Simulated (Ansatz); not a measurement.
# Er: what the fields show

```
Er
1.0
     4.03346    0.00000    0.00000
     0.00000    4.03346    0.00000
     0.00000    0.00000    4.03346
Er
2
Cartesian
  0.0000 0.0000 0.0000
  2.0167 2.0167 2.0167
```

Space group Im-3m; a structure from a database of computed crystals, not necessarily the ambient phase; the SCF solution may not be the lowest one; no Hubbard U on the f states and no spin–orbit coupling; the program warned that a lower state may break the symmetry and an open shell was started evenly filled; spin-polarised.

These are results of Kohn-Sham DFT of a periodic cell, PBE, Ansatz PAW (Ansatz), not measurements.

The density is the valence pseudo-density of a PAW calculation; it isn't the true density close to the nuclei.

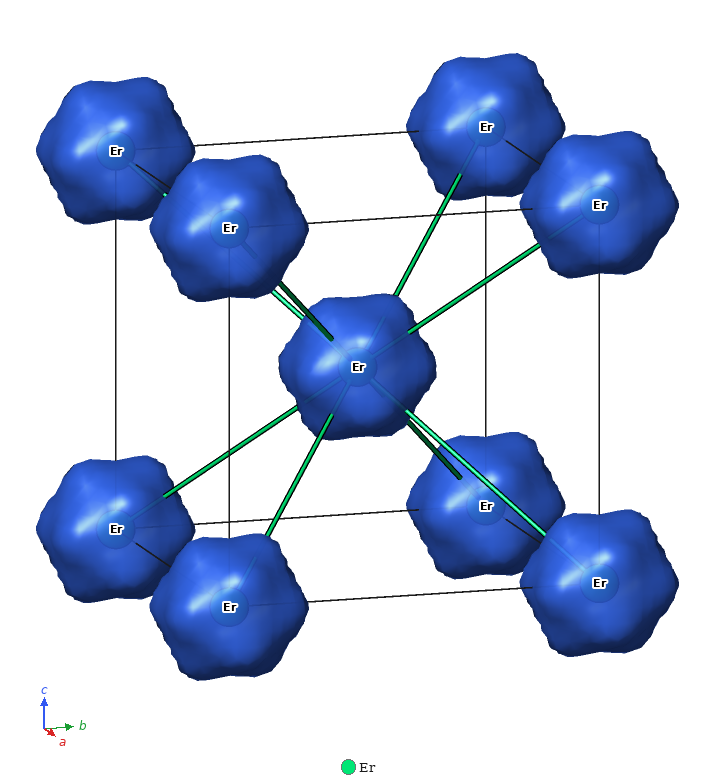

Figure 1. Isosurface of the spin density at +0.2 e/Å³ (blue), seen slightly off an axis. Sticks mark near contacts.

Q: Describe the spin distribution.

A: The spin density sits on Er: +2.4 μB (×2) in one cell of 2 atoms: parallel main moments, as they must be, since the calculation's own cell holds one magnetic site. The cell of the calculation (1 atoms) carries 2.4 μB of net spin moment.

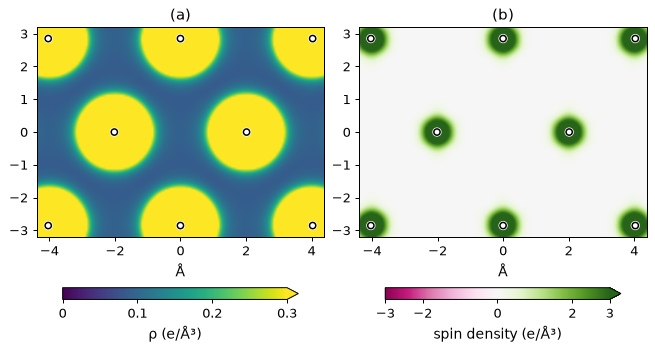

Figure 2. (a) valence electron density; (b) spin density (up minus down) on the (011̄) plane of the conventional cell. Circles mark the nuclei in the plane (Er).

Q: Describe what can be read from this map.

A:
- The plane passes through Er nuclei.
- Er–Er (3.49 Å): the density is about 0.09 e/Å³ at the midpoint.
- Between the atoms the lowest density in this plane is 0.09 e/Å³.
